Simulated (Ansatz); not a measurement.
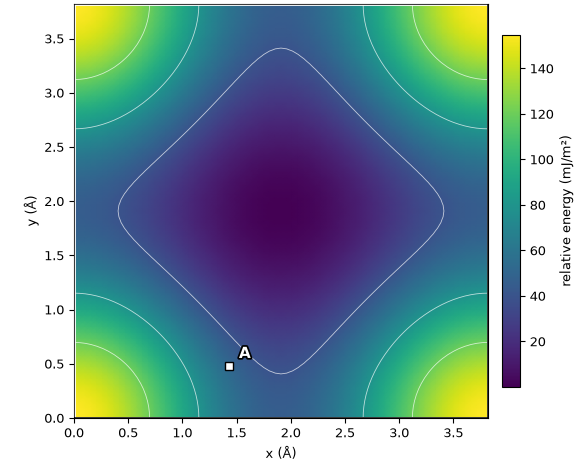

A bilayer of two SnO sheets, the upper one turned by 180 degrees about the normal (8 atoms in the cell). The upper layer of a bilayer is slid over the lower one; relaxed at each slide: nothing; the origin of the map has Sn5 above Sn4; the distance between the facing planes is held at 4.00 Å. Places are given modulo a cell vector. The map is drawn in real space over the plane of the slide. The scan uses an 8 × 8 grid; 15 points were computed and 49 follow by symmetry. All energies are given in mJ/m² relative to the lowest grid point. At a held distance the lowest stacking need not be the one that binds best once the distance relaxes. Computed with DFT PBE+D3(BJ), scalar-relativistic, plane waves, PAW in Ansatz 0.2.0. Settings: cutoff 420 eV, k-mesh 7×7×1, gaussian smearing 0.05 eV, no spin polarisation.

The picture shows a smooth colour map with a few white contour lines, the outline of one cell of the plane, the point A. Between grid points the surface is interpolated.

Question: Is A at rest? If not, where is it pushed?

Answer: A, at (3/8, 1/8) of the cell vectors, is not a stationary point. The computed force is 0.057 eV/Å in the plane, pointing up and right in the picture (components 0.049 and 0.030 eV/Å, for the cell of 14.59 Å², or 63 mJ/m² for each Å).

PAW datasets: the set soft_1.
